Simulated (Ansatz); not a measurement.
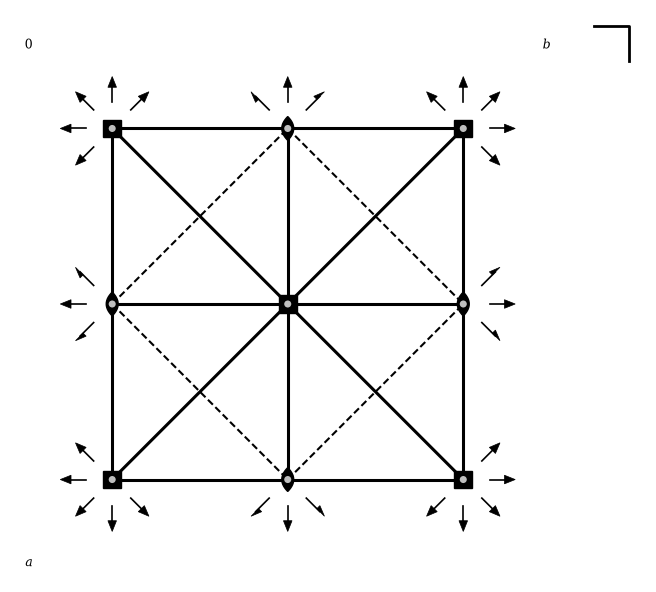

Symmetry elements of a space group, projected down c, computed from the operations of a computed or model structure of composition TiAl.

Graphical symbols as in the International Tables (origin upper left, heights as fractions; handed screw axes are marked by their printed symbols).

Question: Which space group is it?

Answer: P4/mmm, No. 123; primitive tetragonal, point group 4/mmm, 16 general positions a cell.

Question: List the elements shown.

Answer: 4 axes along c at (0, 0), (1/2, 1/2); 2 axes along c at (0, 1/2), (1/2, 0); inversion centres at (0, 0), (0, 1/2), (1/2, 0), (1/2, 1/2); mirror planes holding c and [1 1 0] or [−1 1 0]; in-plane glide planes holding c and [1 1 0] or [−1 1 0]; mirror planes normal to a, at x = 0, 1/2; mirror planes normal to b, at y = 0, 1/2; a mirror plane normal to c at height 0; 2 axes along [1 1 0] at height 0; 2 axes along [−1 1 0] at height 0; 2 axes along a at height 0; 2 axes along b at height 0; 2₁ axes along [1 1 0] at height 0; 2₁ axes along [−1 1 0] at height 0. Heights repeat every half period; positions are (a, b) fractions, modulo 1.
